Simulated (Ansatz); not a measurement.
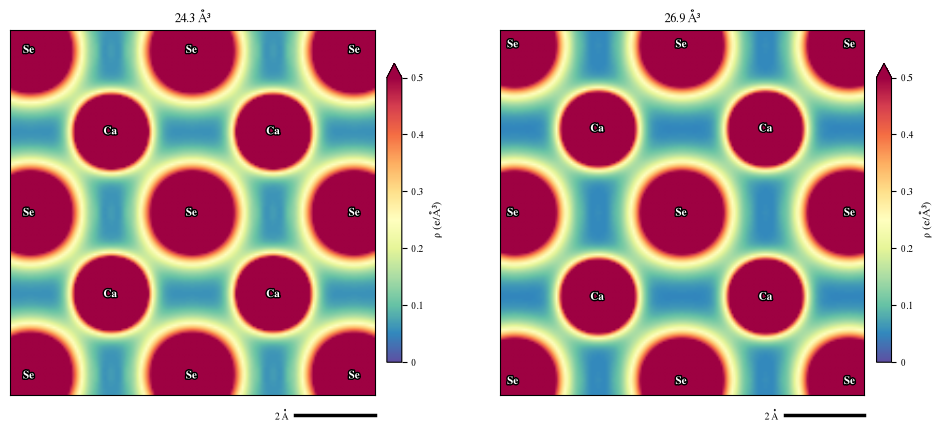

CaSe. The valence electron density of cells scaled evenly to different volumes (given per atom above each panel), on the (011) plane of each (indices in the axes of the cell below), at one length scale and on one colour scale.

Level of theory: Kohn-Sham DFT of a periodic cell, HSE06, Ansatz PAW (Ansatz).

The largest cell:

```
Se Ca
1.0
     0.00000    2.99490    2.99490
     2.99490    0.00000    2.99490
     2.99490    2.99490    0.00000
Se Ca
1 1
Direct
  0.50000 0.50000 0.50000
  0.00000 0.00000 0.00000
```

| volume (Å³/atom) | Ca–Se contact in the plane (Å) | ρ at its midpoint (e/Å³) | pressure (GPa) | gap on the mesh (eV) | 
| --- | --- | --- | --- | --- |
| 24.28 | 2.896 | 0.208 | 4.6 | 2.79 | 
| 26.35 | 2.976 | ? | ? | ? | 
| 26.86 | 2.995 | 0.179 | −1.2 | 3.07 | 

Estimate the missing row, and compare with the calculation.

Answer. Over the known rows ln ρ falls by 1.52 per Å of Ca–Se distance (the line through the two), which gives 0.184 e/Å³ at 2.976 Å; the calculation gives 0.184 e/Å³. For the pressure, a straight line in volume between the neighbouring rows gives −0.1 GPa; the calculation gives −0.2. For the gap on the mesh, a straight line in volume between the neighbouring rows gives 3.01 eV; the calculation gives 3.02.
